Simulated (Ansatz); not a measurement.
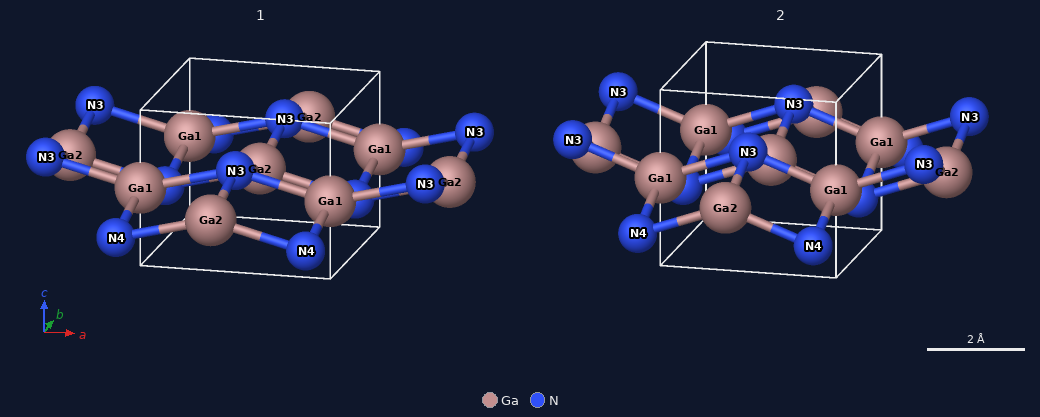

Two geometries of crystalline GaN (a generated structure, set up in P4/nmm) (coarse preliminary run), drawn at one scale. One is the start of a relaxation, the other its converged end. The picture is a ball-and-stick view of the cell of the calculation, seen slightly off an axis.

Method: DFT PBE, scalar-relativistic, plane waves, PAW in Ansatz. (plane-wave cutoff 420 eV; k-point mesh 4 × 4 × 6; occupations gaussian; smearing width 0.1 eV; no spin polarisation; cell and atoms relaxed; force threshold 0.04 eV/Å; at most 70 steps)

> Which one is relaxed?

Structure 2 is the relaxed one. After 6 accepted moves (8 points after the start) the energy has fallen by 181 meV per atom. The largest force component goes from 0.16 to 0.0071 eV/Å. Pressure: −13.71 GPa at the start and 0.08 GPa at the end. The SCF was repeated twice at an unchanged geometry on a basis and grid sized afresh for the cell, which shifted the energy by 2.4 meV per atom at most. The largest moves relative to the cell, 0.10 Å, are those of N3 and N4. N3 goes along +c. Ga stays in place. The drawn cell changes as follows: a = b 4.065 → 3.758 Å (−7.5 %), c 3.353 → 3.786 Å (+12.9 %); the volume changes by −3.5 %. Some distances before and after: Ga1–N3 2.097 → 2.000 Å. Among the angles between lasting bonds that change: N3–Ga1–N3 151.6° → 139.9°, Ga1–N3–Ga1 151.6° → 139.9°, Ga1–N3–Ga2 86.5° → 83.3°. The space group stays P4/nmm (No. 129).
